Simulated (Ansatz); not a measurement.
Scan of the k-point mesh.
System: Nb (Im-3m, 1 atom in the cell).
Method: Ansatz, DFT, LDA (PW92), plane waves (420 eV) with PAW, scalar-relativistic; Fermi–Dirac smearing of 0.1 eV.
ΔE is the free energy less its value at the densest setting, 20×20×20.
Dashed lines or grey bands mark the tolerance: 1 meV/atom and 0.1 GPa.
On logarithmic panels, open markers lie below the reference value and filled ones above.
Values: 2×2×2, 4×4×4, 5×5×5, 7×7×7, 8×8×8, 11×11×11, 14×14×14 and 20×20×20.

Question: How do the results converge (to 1 meV/atom and 0.1 GPa)?

Answer: The free energy at the last setting but one, 14×14×14, is still more than 1 meV/atom from the densest setting's value, so the scan doesn't show it converged. It is off by 1200 meV/atom at 2×2×2, 11 meV/atom at 7×7×7 and 3.9 meV/atom at 14×14×14 (on both sides of it). The pressure at the last setting but one, 14×14×14, is still more than 0.1 GPa from the densest setting's value, so the scan doesn't show it converged. The closer agreement at 7×7×7 is by chance. It is off by 24 GPa at 2×2×2, 0.08 GPa at 7×7×7 and 0.15 GPa at 14×14×14 (on both sides of it).

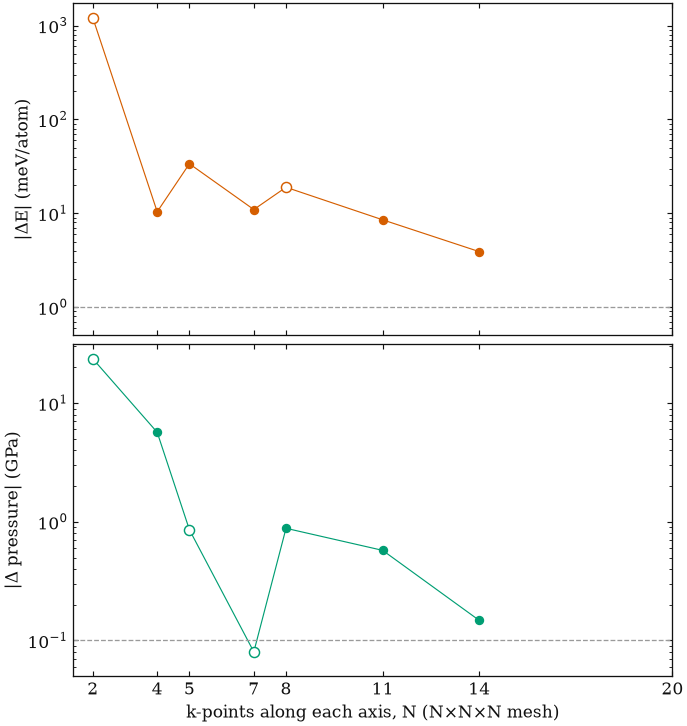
